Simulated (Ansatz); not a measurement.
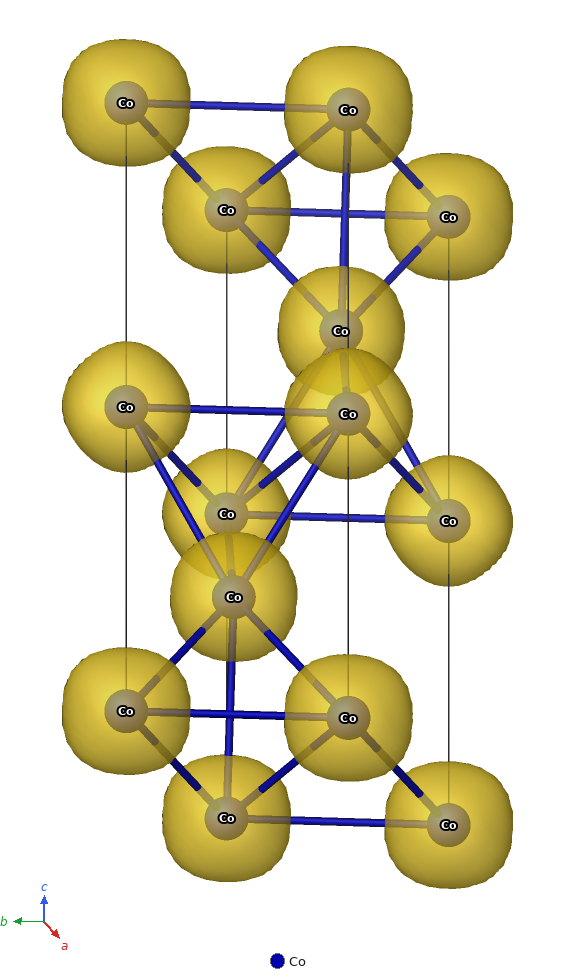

The picture shows: Co. Isosurface of the magnetisation density (up minus down) at +0.2 e/Å³ (yellow), seen at an oblique angle. Sticks mark near contacts.

Space group P6₃/mmc; a structure from a database of computed crystals, not necessarily the ambient phase; spin-polarised.

Method: DFT PBE, scalar-relativistic, plane waves, PAW in Ansatz.

In a PAW calculation such maps are meaningful between the atoms, not at the nuclei.

Describe the spin distribution.

Answer. The spin density sits on Co: +1.7 μB (×4) in one cell of 4 atoms: parallel main moments (a ferromagnetic arrangement) in this solution. The cell of the calculation (4 atoms) carries 6.5 μB of net spin moment.
